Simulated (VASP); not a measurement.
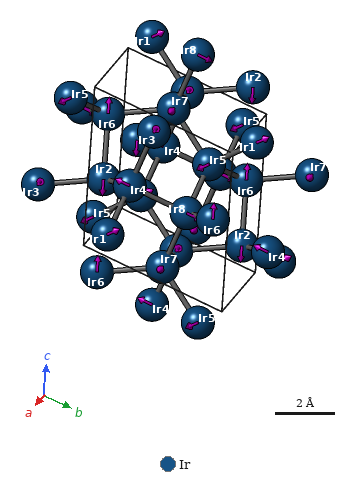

This is a relaxation of a crystal of Ir (a generated structure, set up in Ia-3). The starting structure is drawn; purple arrows show the displacements (the part carried along by the change of the cell is left out), 3 times their true length.

A ball-and-stick model of the cell of the calculation, seen slightly off an axis.

The run lets cell and atoms move.

Theory: Kohn-Sham DFT of a periodic cell, PBE, VASP PAW PBE potentials, recommended in VASP.

The input:
```
SYSTEM = Ir
PREC     = Accurate       ! precision mode
ENCUT    = 600            ! plane-wave cutoff, eV
EDIFF    = 1E-7           ! SCF threshold, eV
ISMEAR   = 0              ! smearing method
SIGMA    = 0.1            ! smearing width, eV
LREAL    = .FALSE.        ! projectors in reciprocal space
LASPH    = .TRUE.         ! aspherical terms in the spheres
NELM     = 100            ! most SCF steps
ALGO     = Normal         ! electronic algorithm
ISIF     = 3              ! what is computed and relaxed
LWAVE    = .FALSE.        ! write WAVECAR
LCHARG   = .FALSE.        ! write CHGCAR
GGA      = PE             ! functional
IBRION   = 2              ! ionic algorithm
NSW      = 90             ! ionic steps
EDIFFG   = -0.04          ! ionic threshold
```

Command:
```bash
cat potpaw_PBE.64/Ir/POTCAR > POTCAR
mpirun -np 1 vasp_std > vasp.out
```

What happened in the run?

Over 12 geometry steps the energy falls by 827 meV per atom. The largest force component goes from 3.1 to 0.013 eV/Å. The pressure goes from 68.36 to 0.24 GPa. The largest moves relative to the cell, 0.21 Å, are those of 8 atoms (Ir1, Ir2, Ir3, Ir4 and others). Ir5 goes along [−1 −1 −1]. The drawn cell changes as follows: a = b = c 5.478 → 5.772 Å (+5.4 %); the volume changes by +17.0 %. Some distances before and after: Ir1–Ir5 2.257 → 2.791 Å, Ir1–Ir2 2.271 → 2.358 Å. Bond angles that change, for instance: Ir2–Ir1–Ir5 98.1° → 91.5°. The space group stays Ia-3 (No. 206). At step 1 the optimiser overshot: the energy rose above the start, and later steps came back. The volume changes by over a tenth within one run on a fixed set of plane waves, so the end point should be relaxed again from the new cell.
